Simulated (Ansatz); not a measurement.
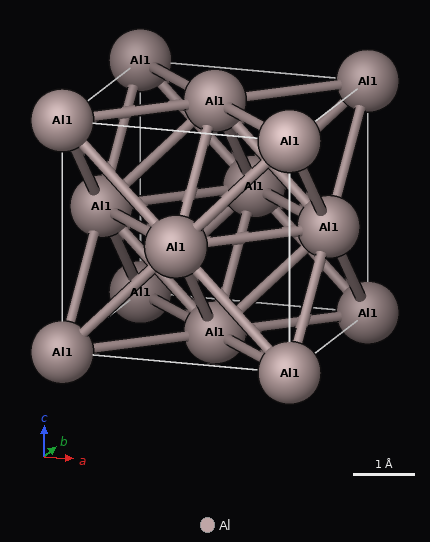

**Figure 1.** The structure as given in the input (ball-and-stick view of the cell 4 times as large as that of the calculation, set on its symmetry axes, seen slightly off an axis; atoms are numbered from 1 in the order of the input). Near neighbours in the crystal (not all of them lie inside the picture): Al has 12 Al at 2.82 Å.

Geometry relaxation, with input and output: Al

- system: Al (Fm-3m, 1 atom in the cell)
- method: DFT PBE+D3(BJ), scalar-relativistic, plane waves, PAW, no spin polarisation (Ansatz 0.2.0)

The structure was made by swapping elements on the sites of another compound; it need not be a known phase. It belongs to a series of runs on one base structure; here: Tl -> Al on all its sites, cell and atoms relaxed. Figures and captions count atoms from 1; the log counts them from 0 in places.

What the program printed
```
Engine: ansatz 0.2.0, x86_64-unknown-linux-gnu
Pseudopotentials: kind: paw
Pseudopotential: Al, paw, valence charge 3, recommended cutoff 420 eV (normal), Al.paw.azcp
Functional definition: PBE
  parameter kappa = 0.804
  parameter beta = 0.06672455060314922
  exchange = pbe_x(kappa = kappa, mu = beta*pi^2/3)
  correlation = pbe_c(beta = beta)
Crystal: 1 atoms, lattice volume = 15.854 Å³
Basis set: ecut = 420 eV, 331 PW (Γ), exchange–correlation on 40×40×40 points (8 copies of the dense FFT grid, shifted against one another)
Bands: 6, of which v1, the nominal top of the filled ones, is band 2 counted from 1 (1 counted from 0)
Symmetry: 48 space group operations
Space group: Fm-3m (ITA 225), of the structure as read, at distance tolerance 2.5e-5 Å
k-points: 195 of 5832
Non-local potential: Al, projectors of the file, l = 0: 2, l = 1: 2, l = 2: 1
PAW form: soft (Blöchl's): semilocal exchange-correlation on the pseudo side does not see the compensation charge
PAW one-centre angular grid: Al, 110 points (default); XC on 64 Gauss nodes
Initial density: superposition of atomic densities (neutral atoms: chi_scale 0, normalization atom), corrected by the library's trained network
Initial wavefunctions: pseudopotential atomic-orbital guess
Functional: x = pbe(κ = 0.804, μ = 0.2195149727645171), c = pbe(β = 0.06672455060314922)
SCF iter   1: F=—  HF=-537.845244 eV  |F-HF|=—  |Δ(HF+E_count)|=         —  Δρ=5.36e-4  dr2=1.73e-5  ethr=1.77e-3  ⟨swp⟩=4.8  Hψ=9941  notcnv=0
preconditioner: auto → none  [metal: Δε(μ)=0.022 eV  Ē_g=13.545 eV  σ=0.100 eV  W_gap=0.12  n_scr=0 (ndim 8)  ℏωp=16.2 eV  f_vac=0.000  D(μ)=0.59/eV (n_scr^D=0)]
SCF iter   2: F=—  HF=-537.845276 eV  |F-HF|=—  |Δ(HF+E_count)|=   3.26e-5  Δρ=2.64e-4  dr2=3.49e-6  ethr=5.76e-7  ⟨swp⟩=2.0  Hψ=2977  notcnv=0  defer=1
iter 3 did not close the SCF: its close was put off for the readings that it lacked (scf_convergence_deferred on its scf_iter line)
SCF iter   3: F=-537.845287 eV  HF=-537.845287 eV  |F-HF|=3.61e-8  |Δ(HF+E_count)|=   1.03e-5  Δρ=1.90e-5  dr2=2.53e-8  ethr=1.16e-7  ⟨swp⟩=2.0  Hψ=1367  notcnv=0  defer=1
iter 4 did not close the SCF: its close was put off for the readings that it lacked (scf_convergence_deferred on its scf_iter line)
SCF iter   4: F=-537.845287 eV  HF=-537.845287 eV  |F-HF|=6.07e-11  |Δ(HF+E_count)|=   3.71e-8  Δρ=2.50e-6  dr2=7.93e-10  ethr=8.42e-10  ⟨swp⟩=1.2  Hψ=1107  notcnv=0  defer=1
iter 5 did not close the SCF: its close was put off for the readings that it lacked (scf_convergence_deferred on its scf_iter line)
SCF iter   5: F=-537.845287 eV  HF=-537.845287 eV  |F-HF|=4.55e-13  |Δ(HF+E_count)|=  4.46e-11  Δρ=1.12e-7  dr2=1.85e-12  ethr=2.64e-11  ⟨swp⟩=1.0  Hψ=1076  notcnv=0  defer=1
SCF iter   6: F=-537.845287 eV  HF=-537.845287 eV  |F-HF|=1.14e-13  |Δ(HF+E_count)|=  6.82e-13  Δρ=1.89e-8  dr2=5.65e-14  ethr=1.00e-12  ⟨swp⟩=2.1  Hψ=3898  notcnv=0
SCF 1 converged in 6 iterations: F = -537.845287 eV  dr2 = 5.65e-14
  greatest PAW one-centre occupation: 0.446 electrons in one spin orbital (limit 2), on the Al atom at site 0 (counted from 0), in its partial waves of l = 0
relax step   1: F+E_penalty+E_count = -537.84528676 eV  Δ(F+E_penalty+E_count) = +0.000e0 eV  max|allowed force component| = 0.000e0 eV/Å  Δτ_max = 0.0000 Å  P = -0.353 GPa  Ω = 15.854 Å³  (6 SCF iters, dr2 threshold 1.00e-7 eV, accepted)
Crystal: 1 atoms, lattice volume = 15.786 Å³
Initial density: handed on by an earlier stage of this run
Initial wavefunctions: those handed on with the density
iter 1 solved again at ethr=7.37e-8 eV; its pass at ethr=3.10e-3 eV (dr2=2.21e-6 eV) is discarded
SCF iter   1: F=—  HF=-537.845381 eV  |F-HF|=—  |Δ(HF+E_count)|=         —  Δρ=1.25e-4  dr2=2.40e-6  ethr=7.37e-8  ⟨swp⟩=2.4  Hψ=10982  notcnv=0
preconditioner: auto → none  [metal: Δε(μ)=0.026 eV  Ē_g=13.576 eV  σ=0.100 eV  W_gap=0.15  n_scr=0 (ndim 8)  ℏωp=16.2 eV  f_vac=0.000  D(μ)=0.59/eV (n_scr^D=0)]
SCF iter   2: F=—  HF=-537.845394 eV  |F-HF|=—  |Δ(HF+E_count)|=   1.26e-5  Δρ=6.13e-5  dr2=5.76e-7  ethr=7.37e-8  ⟨swp⟩=1.0  Hψ=1170  notcnv=0
SCF iter   3: F=-537.845393 eV  HF=-537.845393 eV  |F-HF|=6.29e-11  |Δ(HF+E_count)|=   7.26e-7  Δρ=4.93e-7  dr2=1.08e-11  ethr=3.33e-9  ⟨swp⟩=2.4  Hψ=3438  notcnv=0
SCF 2 converged in 3 iterations: F = -537.845393 eV  dr2 = 1.08e-11
relax step   2: F+E_penalty+E_count = -537.84539337 eV  Δ(F+E_penalty+E_count) = -1.066e-4 eV  max|allowed force component| = 0.000e0 eV/Å  Δτ_max = 0.0000 Å  P = +0.014 GPa  Ω = 15.786 Å³  energy of the carried Pulay correction = +3.391e-5 eV  (3 SCF iters, dr2 threshold 1.00e-7 eV, accepted)
Initial wavefunctions: pseudopotential atomic-orbital guess (no wavefunctions were taken with the density)
iter 1 solved again at ethr=2.17e-9 eV; its pass at ethr=3.10e-3 eV (dr2=6.52e-8 eV) is discarded
SCF iter   1: F=—  HF=-537.845341 eV  |F-HF|=—  |Δ(HF+E_count)|=         —  Δρ=3.96e-6  dr2=2.62e-10  ethr=2.17e-9  ⟨swp⟩=3.3  Hψ=13733  notcnv=0
SCF iter   2: F=—  HF=-537.845356 eV  |F-HF|=—  |Δ(HF+E_count)|=   1.50e-5  Δρ=2.16e-6  dr2=8.22e-11  ethr=8.74e-12  ⟨swp⟩=2.0  Hψ=1469  notcnv=0
SCF iter   3: F=-537.845356 eV  HF=-537.845356 eV  |F-HF|=1.89e-11  |Δ(HF+E_count)|=  7.70e-10  Δρ=3.39e-7  dr2=1.88e-12  ethr=1.33e-12  ⟨swp⟩=4.8  Hψ=4364  notcnv=0
SCF 3 converged in 3 iterations: F = -537.845356 eV  dr2 = 1.88e-12
relax step   3: F+E_penalty+E_count = -537.84535636 eV  Δ(F+E_penalty+E_count) = +3.701e-5 eV  max|allowed force component| = 0.000e0 eV/Å  Δτ_max = 0.0000 Å  P = +0.009 GPa  Ω = 15.786 Å³  stress off target by 9.42e-3 GPa  SCF on the basis re-selected at this cell (its energy is not comparable with the rows above)  (3 SCF iters)
```

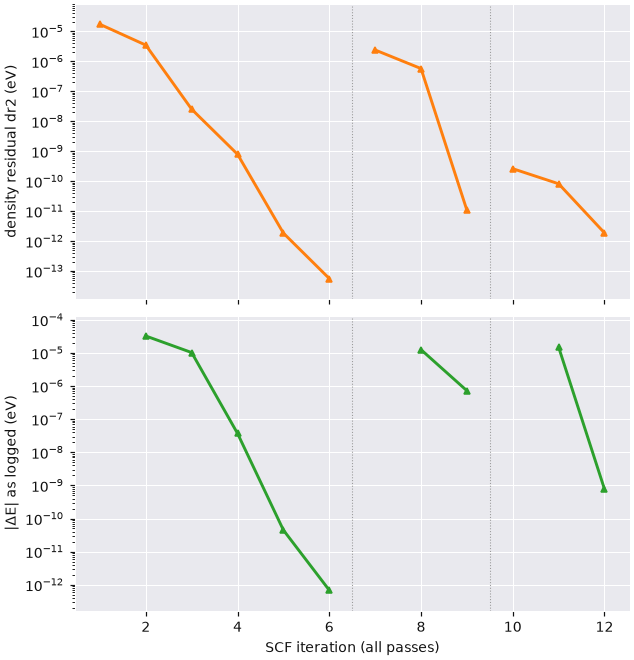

**Figure 2.** Convergence of the self-consistent field: density residual dr2 and size of the energy change against the SCF iteration. The dotted lines part the SCF passes of the relaxation: geometry steps, rejected trials and re-solves on a re-selected basis. The passes take 6, 3 and 3 iterations.

```
basis re-selected at this cell: Δ(F+E_penalty+E_count) = +3.701e-5 eV, ΔP = -0.004 GPa vs the last step (what re-selecting the basis moved, of the pressure what is left beyond the Pulay correction that the steps carried, after the strain that the cell walked since its last selection, with what the two solves' SCF thresholds leave and, on support functions, any second-order correction that the steps lacked; it is no measure of the basis error at this ecutwfc). This SCF's stress stands 9.42e-3 GPa from its target on what of the cell is left free (relax.cell.stress_tol is 1.00e-1 GPa) and its largest allowed force component is 0.00e0 eV/Å (relax.f_tol is 1.00e-2 eV/Å): within both
SCF converged after 3 iterations
Free energy (F): -537.845356 eV
Harris-Foulkes:  -537.845356 eV  (|F-HF|=1.89e-11)
Internal energy: -537.842418 eV  (E = F + TS)
E sigma→0 (E₀):  -537.843887 eV
Entropy (-TS):   -0.002939 eV (-2.939 meV/atom)
Fermi energy:    8.406046 eV
--- Per-component energies (eV) ---
  E_band       = 11.605260
  E_kinetic    = 23.464147
  E_local      = 10.585153  (includes V_loc(G=0)·N_el)
  E_nonlocal   = 10.394332
  E_hartree    = 0.114433
  E_xc         = -40.025214
  E_vxc        = -29.340645  (∫ρ·V_xc dr)
  E_paw        = -467.415804  (= ΣΔE_a)
  E_vpaw       = -3.726594  (= ΣTr[D̂ρ^β])
  E_aug_tail   = -0.000002  (compensation charges beyond the density's cutoff)
  E_ewald      = -74.607204
  E_disp       = -0.352260  (pairwise vdW)
  E_smearing   = -0.002939  (= −TS)
  E_closure    = 0.000000  (closes the sum)
  Σ components = -537.845356   (vs F -537.845356, Δ=0.00e0)
--- Forces (eV/Å), atoms counted from 1 ---
  atom   1  Al    -0.00000000    -0.00000000     0.00000000
  max |Σ_I F_I| component: 4.52e-32 eV/Å
--- Stress (GPa, compression-positive) ---
        0.009423       0.000000       0.000000
        0.000000       0.009423      -0.000000
        0.000000       0.000000       0.009423
  P = ⅓ Tr σ = 0.0094 GPa (0.094 kbar)
--- Band table (eV; the first three rows and the last of 195) ---
  k-point 0: bands = ["-3.0230", "21.1780", "21.1780", "21.1780", "23.1186", "23.1186"]
  k-point 1: bands = ["-2.9366", "19.7286", "20.9234", "20.9234", "23.5084", "23.5084"]
  k-point 2: bands = ["-2.6779", "17.4852", "20.4590", "20.4590", "23.6214", "24.3528"]
  k-point 194: bands = ["7.0649", "8.0109", "8.3536", "9.9658", "23.1952", "24.7682"]
--- Relaxed structure (2 steps of the walk, 2 accepted, 1 SCFs on fresh bases) ---
  F+E_penalty+E_count = -537.84535636 eV   max|allowed force component| = 0.000e0 eV/Å   (the final SCF, on the basis selected at the relaxed cell)
  cell:  # Å, volume = 15.7859 Å³
    - [-1.9684855236459914e-34, 1.9910392944038156, 1.9910392944038156]
    - [1.9910392944038156, 0.0, 1.9910392944038156]
    - [1.9910392944038156, 1.9910392944038156, -1.9684855236459914e-34]
  atoms:
    - { symbol: Al, position: [0.0, 0.0, 0.0] }
```

Trajectory as extended XYZ (Å, eV, eV/Å), 3 frames, from step=1 to step=3
```
1
Lattice="0.0000 1.9939 1.9939 1.9939 0.0000 1.9939 1.9939 1.9939 0.0000" Properties=species:S:1:pos:R:3:forces:R:3 step=1 energy=-537.84529 pressure_GPa=-0.35
Al    0.0000    0.0000    0.0000    0.0000   0.0000   0.0000
1
Lattice="0.0000 1.9910 1.9910 1.9910 0.0000 1.9910 1.9910 1.9910 0.0000" Properties=species:S:1:pos:R:3:forces:R:3 step=2 energy=-537.84539 pressure_GPa=0.01
Al    0.0000    0.0000    0.0000    0.0000   0.0000   0.0000
1
Lattice="0.0000 1.9910 1.9910 1.9910 0.0000 1.9910 1.9910 1.9910 0.0000" Properties=species:S:1:pos:R:3:forces:R:3 step=3 energy=-537.84536 pressure_GPa=0.01
Al    0.0000    0.0000    0.0000    0.0000   0.0000   0.0000
```

This output came from the following input.

The input
```yaml
crystal:
  lattice:
    - [0.0, 1.9939041449, 1.9939041449]
    - [1.9939041449, 0.0, 1.9939041449]
    - [1.9939041449, 1.9939041449, 0.0]
  atoms:
    - { symbol: Al, position: [0.0, 0.0, 0.0] }
basis:
  ecutwfc: 420
kpoints:
  mp_grid: { grid: [18, 18, 18] }
hamiltonian:
  xc: pbe
  dispersion: d3bj
scf:
  occupations: { method: gaussian, width: 0.1 }
output:
  forces: true
  stress: true
  eigenvalues: true
relax:
  adjacent_minimum: "off"
  f_tol: 0.01
  max_steps: 60
  cell: { stress_tol: 0.1 }
```

Run as:
```bash
ansatz run input.yaml --threads 1 --pin off --max-ram 2560MiB --backend cpu --events-out ev --progress --plain --runs-dir out
```

Results in brief

- outcome: converged
- space group (tolerance 0.01 Å): Fm-3m (225)
- electrons treated: 3
- free energy: −537.8454 eV
- Fermi energy: 8.406 eV
- gap on the k-point mesh: none (metallic)
- pressure: 0.01 GPa
- final volume: 15.79 Å³
- largest force (length of the vector) at the end: under 0.001 eV/Å
- final cell: a = 2.816 Å, b = 2.816 Å, c = 2.816 Å, α = 60.00°, β = 60.00°, γ = 60.00°
- hardware: 1 thread of Intel Xeon @ 2.50GHz (Skylake/Cascade Lake), 192 GiB of memory available, shared host
- wall time: 5.5 s
- peak memory: 0.33 GiB
